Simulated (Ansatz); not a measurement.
# Al2InN3 (Cmc2_1): converging the G0W0 gap, part 2 of 2

Wanted: a G0W0 gap for Al2InN3 (Cmc2_1) that is converged in bands and cutoff, or an estimate of the limit.

Ansatz 0.2.0; G0W0 on PBE, plane waves, PAW; PAW set soft_1. Known limits of the many-body steps: not at the basis limit; no spin-orbit coupling; coarse k mesh.

So far. Step 4 (780 empty bands, screening to 180 eV): Against the run with 6×6×4 mesh, 362 empty bands, screening to 108 eV, PAW set soft_1 files, the gap moves by +0.08 eV.

### 5. Changing the k mesh: 3×3×2 mesh, 362 empty bands, screening to 108 eV, PAW set soft_1 files

Only the mesh changes. It samples the long-range screening, which converges on its own terms. Bands and cutoff differ from the step before, so it is read against an earlier run that matches them.

The input, input.yaml:

```yaml
crystal:
  lattice:
    - [4.8800190524, -2.8055151375, 0.0]
    - [4.8800190524, 2.8055151375, 0.0]
    - [0.0, 0.0, 5.1994618]
  atoms:
    - { symbol: Al, position: [0.00854286, 0.33490025, 0.99162672] }
    - { symbol: Al, position: [0.66509975, 0.99145714, 0.99162672] }
    - { symbol: Al, position: [0.99145714, 0.66509975, 0.49162672] }
    - { symbol: Al, position: [0.33490025, 0.00854286, 0.49162672] }
    - { symbol: In, position: [0.32191553, 0.67808447, 0.98638376] }
    - { symbol: In, position: [0.67808447, 0.32191553, 0.48638376] }
    - { symbol: "N", position: [0.03698256, 0.33358057, 0.35579997] }
    - { symbol: "N", position: [0.66641943, 0.96301744, 0.35579997] }
    - { symbol: "N", position: [0.96301744, 0.66641943, 0.85579997] }
    - { symbol: "N", position: [0.33358057, 0.03698256, 0.85579997] }
    - { symbol: "N", position: [0.29809134, 0.70190866, 0.40676283] }
    - { symbol: "N", position: [0.70190866, 0.29809134, 0.90676283] }
kpoints:
  mp_grid: { grid: [3, 3, 2] }
hamiltonian:
  xc: pbe
  pseudopotentials: { kind: paw, azcp: { folder: soft_1 } }
scf:
  occupations: { method: fixed }
gw:
  n_empty_bands: 362
  ecut_chi: 108
  qp_bands: [v4, c4]
  qp_kpoints: band_edges
  screening: { model: contour_deformation }
```

On the command line:

```
ansatz run input.yaml --threads 2 --pin off --max-ram 92160MiB --backend cuda --events-out ev --progress --plain --runs-dir out --devices 1 --max-vram 13GiB
```

Numbers of over 12 decimals in the logs are rounded to 6 here.

What it wrote:

```text
GPUs: using 1 of 1 available (devices: 1).
[...]
GPU FFT provider: cuFFT
GPU libraries: cuBLAS 13.8.2, cuFFT 12.4.0, cuSOLVER 12.3.4
Crystal: 12 atoms, lattice volume = 142.371 Å³
Basis set: ecut = 420 eV, 2793 PW (Γ)
Bands: 46, of which v1, the nominal top of the filled ones, is band 34 counted from 1 (33 counted from 0)
Symmetry: 4 space group operations
[...]
k-points: 8 of 18
[...]
0    38     13.8779    -6.3410    -4.2843   -10.9975  0.8114    14.2521    14.2502  root
[...]
7    35     12.8714    -9.1680    -4.1507   -13.9514  0.7977    13.5098    13.5040  root
     7    36     12.8714    -9.1680    -4.1507   -13.9514  0.7977    13.5098    13.5040  root
     7    37     13.7847    -7.7025    -4.2374   -12.4755  0.8029    14.3243    14.3202  root
     7    38     13.7847    -7.7025    -4.2374   -12.4755  0.8029    14.3243    14.3202  root
[key lines of the parts left out:]
SCF converged after 9 iterations
Free energy (F): -15660.208008 eV
Fermi energy:    8.250222 eV
```

Wall time 19 s (1 × NVIDIA H100 80GB HBM3 (shared by 6 runs) with 2 threads of AMD EPYC 7R13 (Zen 3), shared host); peak memory 1.4 GiB; 19 s of CPU time.

Numbers from this step:

```yaml
bands_summed: 396
rpa_eps_infinity_on_this_mesh_eigenvalues: 5.415, 5.448, 5.763
plane_waves_in_the_screening_matrix: 381
g0w0_gap_on_the_mesh: 3.440 eV
k_of_the_valence_top: 0, 0, 0
k_of_the_conduction_bottom: 0, 0, 0
starting_gap_on_the_mesh: 2.290 eV
least_direct_g0w0_gap_on_the_computed_points: 3.440 eV
```

Against the run with 6×6×4 mesh, 362 empty bands, screening to 108 eV, PAW set soft_1 files, the gap moves by −0.003 eV.

### 6. The runs together

Times are wall times on 1 × NVIDIA H100 80GB HBM3 (shared by 6 runs) with 2 threads of AMD EPYC 7R13 (Zen 3), shared host, good to a factor of about two.

| mesh | files | frequency | bands summed | cutoff (eV) | start (eV) | G0W0 (eV) | time | host memory (GiB) |
| --- | --- | --- | --- | --- | --- | --- | --- | --- |
| 6×6×4 | PAW set soft_1 | contour deformation | 162 | 54 | 2.292 | 3.226 | 98 s | 1.5 |
| 6×6×4 | PAW set soft_1 | contour deformation | 396 | 108 | 2.292 | 3.443 | 2.5 min | 2.8 |
| 6×6×4 | PAW set soft_1 | contour deformation | 814 | 180 | 2.292 | 3.519 | 6.2 min | 6.5 |
| 3×3×2 | PAW set soft_1 | contour deformation | 396 | 108 | 2.290 | 3.440 | 19 s | 1.4 |

The parts of the quasiparticle energy at the two band edges (eV; QP = start + Σx + Σc − Vxc):

| run | edge | start | Σx | Σc | Vxc | Z | QP |
| --- | --- | --- | --- | --- | --- | --- | --- |
| 162 bands | valence top | 8.25 | -21.73 | 3.69 | -17.98 | 0.77 | 8.19 |
| 162 bands | conduction bottom | 10.54 | -11.18 | -3.03 | -15.09 | 0.81 | 11.42 |
| 396 bands | valence top | 8.25 | -21.73 | 3.23 | -17.98 | 0.77 | 7.73 |
| 396 bands | conduction bottom | 10.54 | -11.18 | -3.28 | -15.09 | 0.80 | 11.17 |
| 814 bands | valence top | 8.25 | -21.73 | 2.95 | -17.98 | 0.76 | 7.44 |
| 814 bands | conduction bottom | 10.54 | -11.18 | -3.49 | -15.09 | 0.80 | 10.96 |

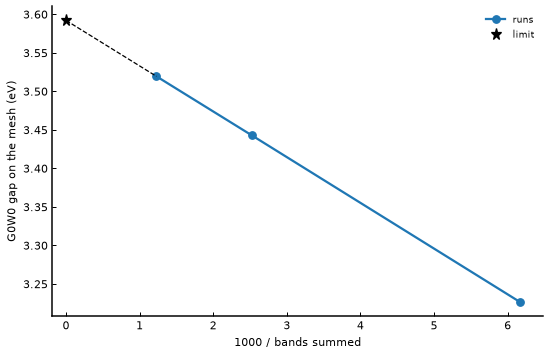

The gap against one over the number of bands; the dashed line carries the two highest rungs to the limit.

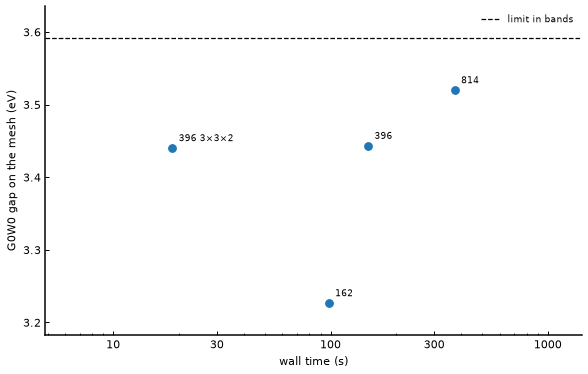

Result against wall time.

### 7. Outcome

| Property | Result |
| --- | --- |
| 162 bands, 54 eV | 3.226 eV |
| 396 bands, 108 eV | 3.443 eV |
| 814 bands, 180 eV | 3.519 eV |
| estimated limit in bands and cutoff | 3.59 eV |
| mesh and start | 6×6×4, PBE |

A line in one over the bands through the two highest rungs gives 3.59 eV, +0.07 eV from the top rung; the pair below gives 3.59 eV, in fair agreement. The rungs stand 0.37 eV (162 bands), 0.15 eV (396 bands) and 0.07 eV (814 bands) from it. From 162 to 814 bands the gap moves by +0.29 eV while the time grows 3.8-fold. Σc changes by −0.75 eV at the valence top and −0.45 eV at the conduction bottom, so the levels themselves move more than the gap between them. On the 3×3×2 mesh in place of 6×6×4 the gap differs by −0.003 eV, of which −0.002 eV is already in the start. The cheapest rung within 0.1 eV of this estimate is that with 814 bands (6.2 min). The many-body steps are scalar-relativistic: spin-orbit coupling is not in them.

[Paths, hosts, dates, memory and timing lines, banners, echoed tables and standing remarks are left out of the program output.]

[Logs are printed without paths, hosts, clocks, repeated set-up lines and the standing remarks that a program may print on its own settings, such as how far it seeks lower states.]

[Runs of the session that timed out or met a known fault of the program may be left out.]

[Cells called generated may have been cut or substituted from an entry of the Crystallography Open Database or the Materials Project.]

[Hosts, paths, dates, database ids (printed as entryN), source tags and the programs' standing remarks are cut or masked in the printed files.]
